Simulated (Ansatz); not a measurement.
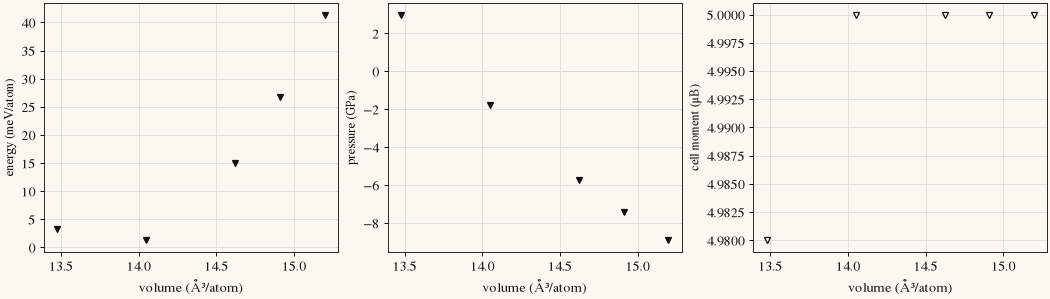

The picture above shows the energy, pressure and cell moment against volume for MnO, space group Cm (No. 8).

Structure:
```
Mn O
1.0
     2.97129   -1.71698    0.00000
     2.97129    1.71698    0.00000
    -1.98463    0.00000    2.81031
Mn O
1 1
Cartesian
  1.9788 0.0000 1.4070
  3.9609 0.0000 0.7007
```

Calculation (Ansatz 0.2.0): all-electron LAPW DFT, collinear spins; energies at scaled volumes of the given cell, shape and fractions fixed, counted from the fit's minimum, third-order Birch-Murnaghan fit. Level: PBE, collinear spin.

- k mesh: 9×9×9
- occupations: Fermi–Dirac
- smearing width: 0.05 eV
- potentials: all electron LAPW, scalar relativistic
- program settings: basis error eV/atom 0.0005

The points at volume 13.76 Å³/atom and 14.34 Å³/atom are left out of the plot. What values does the calculation give there?

| volume (Å³/atom) | energy (meV/atom) | pressure (GPa) | cell moment (μB) |
| --- | --- | --- | --- |
| 13.76 | 0.12 | 0.53 | 5.00 |
| 14.34 | 6.35 | −3.87 | 5.00 |

Caveats: shape and atomic fractions are frozen while scaling, which makes layered, chain and framework solids too stiff.
